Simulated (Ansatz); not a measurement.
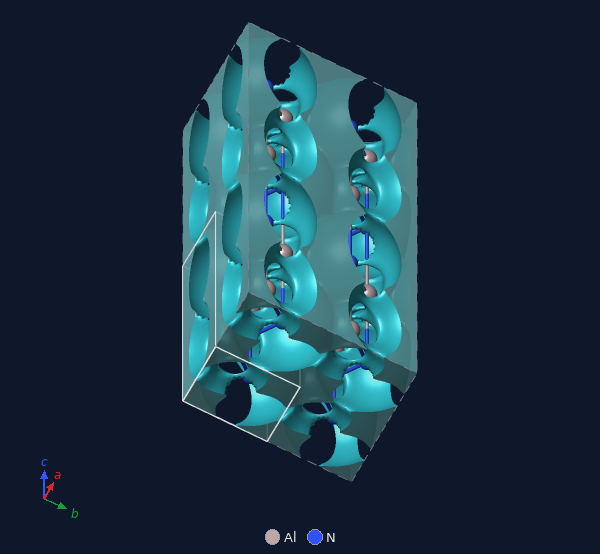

The teal surface encloses the points that the centre of a probe sphere of radius 0.10 Å can occupy in AlN in space group P6_3/mmc, computed on a grid of about 0.14 Å (2×2×2 cells shown, view from a free direction; pale faces close the region where the box cuts it).

Hard-sphere model; Shannon crystal radii (six-coordinate where tabulated): Al 0.68 Å, N 1.32 Å.

Origin of the cell: the input geometry of an electronic-structure calculation (not necessarily at equilibrium).

```xyz
4
Lattice="3.3121 0.0000 0.0000 -1.6561 2.8684 0.0000 0.0000 0.0000 4.1876" Properties=species:S:1:pos:R:3 pbc="T T T"
Al    0.0000    1.9123    3.1407
Al    1.6561    0.9561    1.0469
N     0.0000    1.9123    1.0469
N     1.6561    0.9561    3.1407
```

Q: Is the space open to the probe made of pockets or channels?

A: Where they connect, they form a three-dimensional network.

Q: What share of the cell can the probe's centre reach?

A: About 32 % of the volume (13 Å³ of 39.8 Å³).

Q: Give the largest included and the largest free sphere.

A: The largest sphere that fits anywhere has a diameter of 1.72 Å; the largest that can travel through the crystal, about 1.2 Å.

Q: How does the connectivity change as the probe shrinks?

A: Below a radius of about 0.59 Å the space forms one-dimensional channels along [001]. Below a radius of about 0.20 Å the space forms a three-dimensional network. These are grid estimates, good to about 0.05 Å.
